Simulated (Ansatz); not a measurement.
# AlN (P6_3mc): zone-centre modes under pressure, part 2 of 4

Wanted: Grüneisen parameters and pressure coefficients of the modes of AlN (P6_3mc).

Ansatz 0.2.0; DFT LDA, scalar-relativistic, plane waves, PAW; PAW set soft_1.

So far. Step 3 (Tight relaxation): The largest force component left is 0.030 meV/Å and the pressure is -0.002 GPa, within the tolerances set. The cell now holds 10.21 Å³/atom.

The database entry behind the starting cell differs from later determinations by our own check (inner coordinate u about 0.002 short), so it need not match the best structure at ambient conditions.

## 4. Modes at rest

The modes at rest are the reference of the series, and the response to a field gives the dielectric tensor and the Born charges.

The input, input.yaml:

```yaml
crystal:
  lattice:
    - [3.0886224675, 0.0, 0.0]
    - [-1.5443112337, 2.6748255195, 0.0]
    - [0.0, 0.0, 4.9431753226]
  atoms:
    - { symbol: "N", position: [0.3333333333, 0.6666666667, 0.3809902453] }
    - { symbol: "N", position: [0.6666666667, 0.3333333333, 0.8809902453] }
    - { symbol: Al, position: [0.3333333333, 0.6666666667, -0.0009902453] }
    - { symbol: Al, position: [0.6666666667, 0.3333333333, 0.4990097547] }
kpoints:
  mp_grid: { grid: [9, 9, 6] }
hamiltonian:
  xc: lda
  pseudopotentials: { kind: paw, azcp: { folder: soft_1 }, xc_functional: pbe }
scf:
  occupations: { method: fixed }
output:
  eigenvalues: true
phonons:
  method: dfpt
  dielectric: true
  rigid_motions: translations
  raman: true
```

Command:

```
$ ansatz run input.yaml --threads 8 --pin off --max-ram 16384MiB --backend cpu --events-out ev --progress --plain --runs-dir out
```

Numbers of over 12 decimals in the logs are rounded to 6 here.

Output:

```text
[...]
Crystal: 4 atoms, lattice volume = 40.838 Å³
Basis set: ecut = 420 eV, 785 PW (Γ), exchange–correlation on 48×48×72 points (8 copies of the dense FFT grid, shifted against one another)
Bands: 12, of which v1, the nominal top of the filled ones, is band 8 counted from 1 (7 counted from 0)
Symmetry: 12 space group operations
k-points: 140 of 486 (irreducible under 2 space group operations, time reversal used)
[...]
SCF iter   1: F=—  HF=-1782.778199 eV  |F-HF|=—  |Δ(HF+E_count)|=         —  Δρ=1.38e-1  dr2=9.31e0  ethr=3.10e-3  ⟨swp⟩=4.8  Hψ=9103  notcnv=0  defer=118
[...]
SCF iter   8: F=-1779.712745 eV  HF=-1779.712745 eV  |F-HF|=4.14e-11  |Δ(HF+E_count)|=  8.91e-11  Δρ=4.79e-7  dr2=6.25e-11  ethr=1.00e-12  ⟨swp⟩=6.9  Hψ=9736  notcnv=0
SCF 1 converged in 8 iterations: F = -1779.712745 eV  dr2 = 6.25e-11
[...]
NSCF: frozen V_eff on 4 k-points
DFPT response loops at Γ: preconditioner auto → none (the input reference at scf.mixing.eps_inf says where Resta's filter doesn't serve); β = 0.50; Broyden in place of MSR1
── the response to a field inside a basis, on 14×14×8 k-points: an SCF that follows is theirs, and a resumed run solves both again ──
Bands: 9, of which v1, the nominal top of the filled ones, is band 8 counted from 1 (7 counted from 0)
k-points: 224 of 1568 (irreducible under 4 space group operations, time reversal used)
[...]
Eigensolver: Dense (224 Hₖ)
SCF iter   1: F=—  HF=-1779.715027 eV  |F-HF|=—  |Δ(HF+E_count)|=         —  Δρ=4.18e-4  dr2=9.87e-6  ethr=1.00e-1
[...]
SCF iter   5: F=-1779.715029 eV  HF=-1779.715029 eV  |F-HF|=9.09e-13  |Δ(HF+E_count)|=  4.09e-10  Δρ=1.57e-7  dr2=4.21e-12  ethr=2.37e-11
SCF 1 converged in 5 iterations: F = -1779.715029 eV  dr2 = 4.21e-12
[...]
SCF converged after 8 iterations
Free energy (F): -1779.712745 eV
[...]
Internal energy: -1779.712745 eV  (E = F + TS)
E sigma→0 (E₀):  -1779.712745 eV
Fermi energy:    7.095272 eV
[...]
--- Band table (eV; the first three rows and the last of 140) ---
  k-point 0: bands = [... 4 lower, 6.2090, 6.8672, 6.8672, 7.0953, 11.5111, 13.8318, 17.7538, 18.2026]
  k-point 1: bands = [... 4 lower, 6.2507, 6.4977, 6.8205, 6.8205, 11.9883, 13.9061, 17.5741, 18.1707]
  k-point 2: bands = [... 4 lower, 6.3658, 6.3658, 6.6950, 6.6950, 12.9180, 13.9913, 17.2792, 18.2228]
  k-point 139: bands = [... 4 lower, 4.4644, 4.4644, 5.9916, 5.9916, 13.6393, 13.6393, 16.4203, 16.4203]
--- Phonons (Γ-DFPT): 4 representative perturbations + reference, on 140 of 486 k-points (Σ response iterations 12) ---
  k mesh reduced under 2 symmetry operations, with k and −k counted as one. Each operation leaves every solved perturbation unchanged. A smaller set is not considered because the run solves the response to a homogeneous field
  ASR residual: 7.715e-5 → 0.000e0 eV/Å²; symmetrization residual: 4.451e-6 eV/Å²
  ASR residual per site (eV/Å²): 7.71e-5 7.71e-5 6.58e-5 6.58e-5
  Γ frequencies (cm⁻¹): 0.00 0.00 0.00 239.52 239.52 553.57 620.94 667.53 667.53 678.89 678.89 729.81
  ε∞ (high-frequency dielectric tensor):
        4.398629     0.000000    -0.000000
        0.000000     4.398629     0.000000
       -0.000000     0.000000     4.621407
  ε⁰ (static dielectric tensor: ions relaxed, cell fixed):
        8.013089     0.000000     0.000000
        0.000000     8.013089     0.000000
        0.000000     0.000000     9.511176
  ε⁰ − ε∞ (ionic part):
        3.614460     0.000000     0.000000
        0.000000     3.614460     0.000000
        0.000000     0.000000     4.889769
  softest optical mode at Γ: 239.52 cm⁻¹; the repairs (sum rule, projections) moved no ω² at Γ by more than (1.59 cm⁻¹)²
  Born effective charges Z* (e; rows j = field, columns β = displacement):
    site 0:
        -2.52468   -0.00000    0.00000
        -0.00000   -2.52468    0.00000
         0.00000    0.00000   -2.68581
    site 1:
        -2.52468   -0.00000   -0.00000
        -0.00000   -2.52468   -0.00000
        -0.00000   -0.00000   -2.68581
    site 2:
         2.52468    0.00000   -0.00000
         0.00000    2.52468    0.00000
         0.00000    0.00000    2.68581
    site 3:
         2.52468    0.00000   -0.00000
         0.00000    2.52468    0.00000
         0.00000    0.00000    2.68581
  Z* charge neutrality: 2.886e-4 e pre-enforcement
  solved inside a basis spanned on kpoints, on 14×14×8 k-points: ε∞ is read to err by 1.2e-2, Z* by 9.0e-3 e (field_mesh: kpoints solves on kpoints); Z* is corrected for what the basis lacks
  Raman tensors (in the event stream and the table raman_tensors.tsv): an entry may err by 1.3e-3 Å², one of the second-order susceptibility by 4.2e-3 pm/V (basis, points and sum rule); their sum over the sites missed zero by 2.875e-5 Å² ahead of its enforcement
  optical modes at Γ without the LO–TO term, one row a degenerate level:
      ω (cm⁻¹)  modes    IR ((D/Å)²/amu)  static Raman (Å⁴/amu)  depolarisation
        239.52      2             0.0000                 0.1245           0.750
        553.57      1             0.0000                 0.0000               —
        620.94      1            36.0988                21.4117           0.747
        667.53      2             0.0000                19.1058           0.750
        678.89      2            63.7948                 9.8875           0.750
        729.81      1             0.0000                 0.0000               —
  optical modes at Γ + LO–TO along q̂ = [1.0000, 0.0000, 0.0000]:
      ω (cm⁻¹)  modes    IR ((D/Å)²/amu)  static Raman (Å⁴/amu)  depolarisation
        239.52      2             0.0000                 0.1245           0.750
        553.57      1             0.0000                 0.0000               —
        620.94      1            36.0988                21.4117           0.747
        667.53      2             0.0000                19.1058           0.750
        678.89      1            31.8974                 4.9438           0.750
        729.81      1             0.0000                 0.0000               —
        916.31      1            31.8974                 5.2751           0.750
  optical modes at Γ + LO–TO along q̂ = [0.0000, 1.0000, 0.0000]:
      ω (cm⁻¹)  modes    IR ((D/Å)²/amu)  static Raman (Å⁴/amu)  depolarisation
        239.52      2             0.0000                 0.1245           0.750
        553.57      1             0.0000                 0.0000               —
        620.94      1            36.0988                21.4117           0.747
        667.53      2             0.0000                19.1058           0.750
        678.89      1            31.8974                 4.9438           0.750
        729.81      1             0.0000                 0.0000               —
        916.31      1            31.8974                 5.2751           0.750
  optical modes at Γ + LO–TO along q̂ = [0.0000, 0.0000, 1.0000]:
      ω (cm⁻¹)  modes    IR ((D/Å)²/amu)  static Raman (Å⁴/amu)  depolarisation
        239.52      2             0.0000                 0.1245           0.750
        553.57      1             0.0000                 0.0000               —
        667.53      2             0.0000                19.1058           0.750
        678.89      2            63.7948                 9.8875           0.750
        729.81      1             0.0000                 0.0000               —
        890.80      1            36.0988                10.2623           0.557
```

Wall time 52 s (8 threads of AMD EPYC 7B13 (Zen 3), shared host); peak memory 1.6 GiB.

This step gave:

- sum-rule residual before enforcement: 7.71e-5 eV/Å²
- miss of the charge sum rule: 2.89e-4 e
- estimated error of the dielectric tensor: 0.01245
- estimated error of the Born charges: 0.008994 e
- point group: 6mm
- highest optical mode at the zone centre (no LO-TO term): 729.8 cm⁻¹
- lowest optical zone-centre mode: 239.5 cm⁻¹
- mean high-frequency dielectric constant: 4.473
- largest Born charge (third of the trace): -2.578 e
- mean static dielectric constant: 8.512
- top of the zone-centre spectrum with the field: 916.3 cm⁻¹

Without the LO-TO term. Patterns of degenerate modes are one choice out of their space. Modes at Γ, with each element's share of the kinetic energy:

```
mode  frequency (cm⁻¹)  symmetry  N %  Al %
   1               0.0  acoustic   34    66
   2               0.0  acoustic   34    66
   3               0.0  acoustic   34    66
   4             239.5        E2   29    71
   5             239.5        E2   29    71
   6             553.6        B1    0   100
   7             620.9        A1   66    34
   8             667.5        E2   71    29
   9             667.5        E2   71    29
  10             678.9        E1   66    34
  11             678.9        E1   66    34
  12             729.8        B1  100     0
```

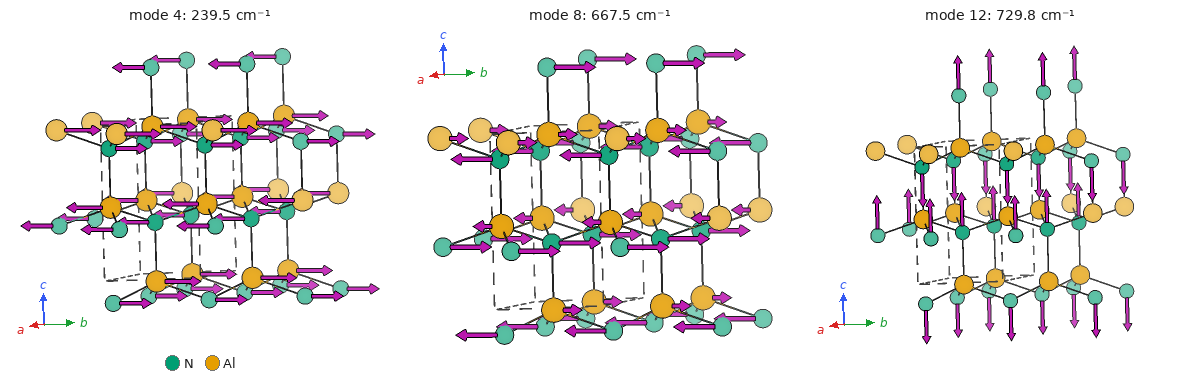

Displacement patterns of modes 4, 8 and 12 at Γ; arrows are exaggerated. 2×2×1 cells are drawn. Some periodic images of atoms are drawn too.

Optical modes at the zone centre, without and with the macroscopic field of the longitudinal modes; each column is sorted by frequency, so a row need not hold one and the same mode. Modes with and without the field, by row:

```
rank among optical modes  no field (cm⁻¹)  q along (1, 0, 0) (cm⁻¹)  q along (0, 0, 1) (cm⁻¹)
                       1            239.5                     239.5                     239.5
                       2            239.5                     239.5                     239.5
                       3            553.6                     553.6                     553.6
                       4            620.9                     620.9                     667.5
                       5            667.5                     667.5                     667.5
                       6            667.5                     667.5                     678.9
                       7            678.9                     678.9                     678.9
                       8            678.9                     729.8                     729.8
                       9            729.8                     916.3                     890.8
```

Born charge (rows field, columns displacement) (e), principal values of the symmetric part by kind of site:

```
atom  atoms with these values    low  middle   high   mean
  N1                        2  -2.69   -2.52  -2.52  -2.58
 Al3                        2   2.52    2.52   2.69   2.58
```

In full for Al3:

```
2.52 0.00 0.00
0.00 2.52 0.00
0.00 0.00 2.69
```

High-frequency dielectric tensor:

```
4.40 0.00 0.00
0.00 4.40 0.00
0.00 0.00 4.62
```

Static dielectric tensor (ions relaxed, fixed cell):

```
8.01 0.00 0.00
0.00 8.01 0.00
0.00 0.00 9.51
```

Transverse modes. Infrared lines, with heights relative to the strongest:

```
position (cm⁻¹)  label  relative intensity
            240     E2                 0.0
            554     B1                 0.0
            621     A1                  57
            668     E2                 0.0
            679     E1                 100
            730     B1                 0.0
```

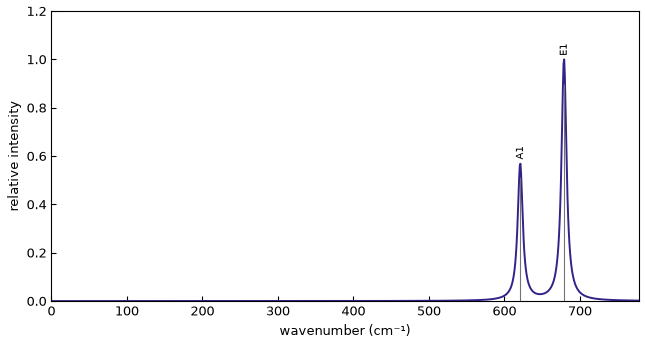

The infrared spectrum, broadened with Lorentzians of width 8 cm⁻¹; bars mark the lines.

Activity x (w_L - w)^4 (n + 1)/w, 532 nm, 300 K; modes without the macroscopic field alone. Lines of the Raman spectrum (strongest = 100):

```
position (cm⁻¹)  label  relative intensity
            240     E2                 2.3
            554     B1                 0.0
            621     A1                 100
            668     E2                  81
            679     E1                  41
            730     B1                 0.0
```

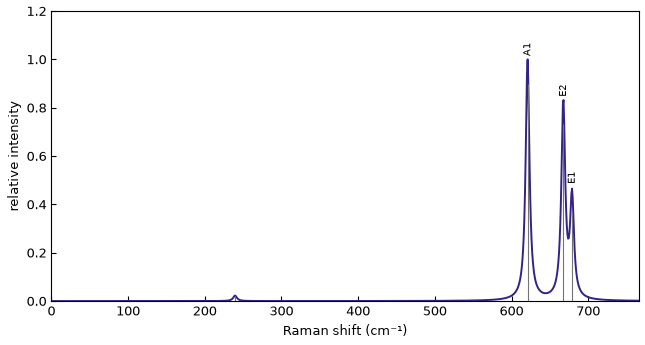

The Raman spectrum, broadened with Lorentzians of width 6 cm⁻¹; bars mark the lines.

Before it was imposed, the acoustic sum rule was missed by 7.7e-5 eV/Å² and the charge sum rule by 2.9e-4 e. Small misses are needed for a sound result but don't prove that mesh and cutoff are converged. The lowest optical mode is real, 240 cm⁻¹.

## 5. Relaxation of a member: 1.06 times the volume at rest

The cell is set to 1.06 times the volume at rest, and shape and atoms relax at that volume.

input.yaml, the sections that differ from step 4:

```yaml
crystal:
  lattice:
    - [3.1466311261, 0.0, 0.0]
    - [-1.573315563, 2.7250624915, 0.0]
    - [0.0, 0.0, 5.0483547261]
  atoms:
    - { symbol: "N", position: [0.3333333333, 0.6666666667, 0.3806475438] }
    - { symbol: "N", position: [0.6666666667, 0.3333333333, 0.8806475438] }
    - { symbol: Al, position: [0.3333333333, 0.6666666667, -0.0006475438] }
    - { symbol: Al, position: [0.6666666667, 0.3333333333, 0.4993524562] }
output:
  forces: true
  stress: true
  eigenvalues: true
relax:
  adjacent_minimum: "off"
  f_tol: 0.001
  max_steps: 60
  cell: { stress_tol: 0.01, fix: [volume] }
# kpoints, hamiltonian, scf: as in step 4
# phonons: removed
```

Output:

```text
[...]
Crystal: 4 atoms, lattice volume = 43.288 Å³
Basis set: ecut = 420 eV, 845 PW (Γ)
Bands: 12, of which v1, the nominal top of the filled ones, is band 8 counted from 1 (7 counted from 0)
Symmetry: 12 space group operations
[...]
k-points: 48 of 486 (time reversal used)
[...]
cell:  # Å, volume = 43.2885 Å³
    - [3.145533, -2.8857343077145338e-11, 0]
    - [-1.572766, 2.724111, 0]
    - [1.4793537851792936e-19, 0, 5.051881]
  atoms:
    - { symbol: N, position: [0.333333, 0.666667, 0.380508] }
    - { symbol: N, position: [0.666667, 0.333333, 0.880508] }
    - { symbol: Al, position: [0.333333, 0.666667, -0.000508276] }
    - { symbol: Al, position: [0.666667, 0.333333, 0.499492] }
[key lines of the parts left out:]
SCF converged after 3 iterations
Free energy (F): -1779.624948 eV
Fermi energy:    6.454753 eV
P = ⅓ Tr σ = -10.9486 GPa (-109.486 kbar)
```

Run time: 1.8 s. Hardware: 8 threads; peak memory 0.43 GiB.

Little changed from the start: no atom moved by 0.005 Å and no cell edge by 0.1 %.

This step gave:

```yaml
pressure: -10.95 GPa
gap_on_the_k_mesh: 3.926 eV
volume_per_atom: 10.82 Å³
```

The largest force component left is 0.032 meV/Å, at a pressure of -10.95 GPa.

(Part 2 of 4 ends here.)

[Logs are printed without paths, hosts, clocks, repeated set-up lines and the standing remarks that a program may print on its own settings, such as how far it seeks lower states.]

[Hosts, paths, dates, database ids (printed as entryN), source tags and the programs' standing remarks are cut or masked in the printed files.]
